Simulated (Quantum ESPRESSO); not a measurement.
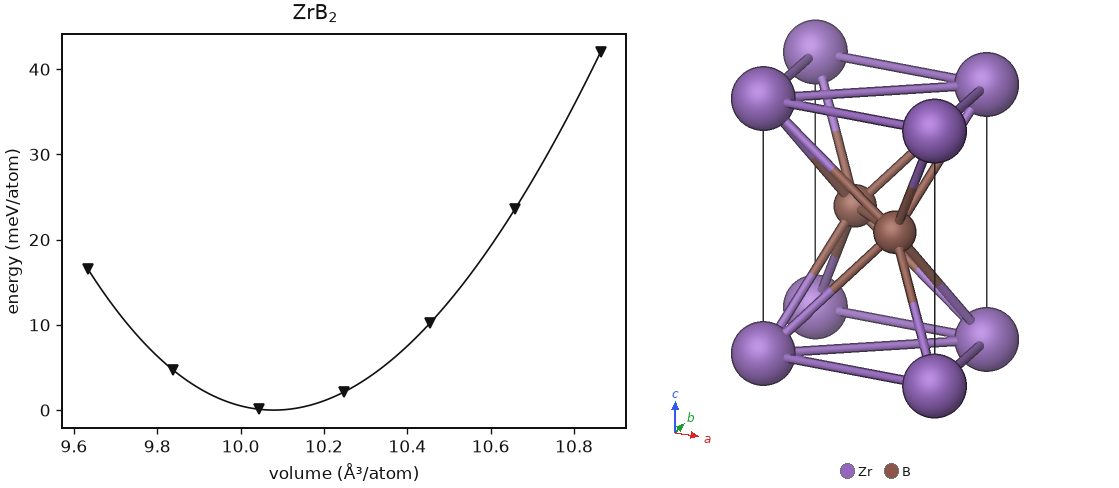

The plot gives the computed energy against volume for ZrB₂, space group P6/mmm (No. 191). The conventional cell is drawn beside the plot.

The given structure:
```
CELL_PARAMETERS angstrom
3.17000 0.00000 0.00000
-1.58500 2.74530 0.00000
0.00000 0.00000 3.53300
ATOMIC_POSITIONS crystal
Zr 0.00000 0.00000 0.00000
B 0.66667 0.33333 0.50000
B 0.33333 0.66667 0.50000
```

Method: plane-wave DFT, non-collinear spins; energies at scaled volumes of the given cell, shape and fractions fixed, counted from the fit's minimum, third-order Birch-Murnaghan fit (Quantum ESPRESSO 7.5). Level: PBE with D3(BJ), spin-orbit coupling, noncollinear.

k mesh 4×4×3; occupations Fermi–Dirac; smearing width 0.025 eV; potentials PseudoDojo 0.4 FR PBE standard; wave cutoff 1034 eV; density cutoff 4136 eV.

From this curve and the settings, what does the calculation give for the pressure at the same points?

The pressure falls from 12.28 GPa at volume 9.63 Å³/atom to −16.20 GPa at 10.86 Å³/atom, and changes sign near 10.08 Å³/atom.

```csv
volume (Å³/atom),pressure (GPa)
9.63,12.28
9.84,6.28
10.04,0.85
10.25,-4.07
10.45,-8.52
10.66,-12.55
10.86,-16.20
```

Keep in mind: coarse k mesh; shape and atomic fractions are frozen while scaling, which makes layered, chain and framework solids too stiff.
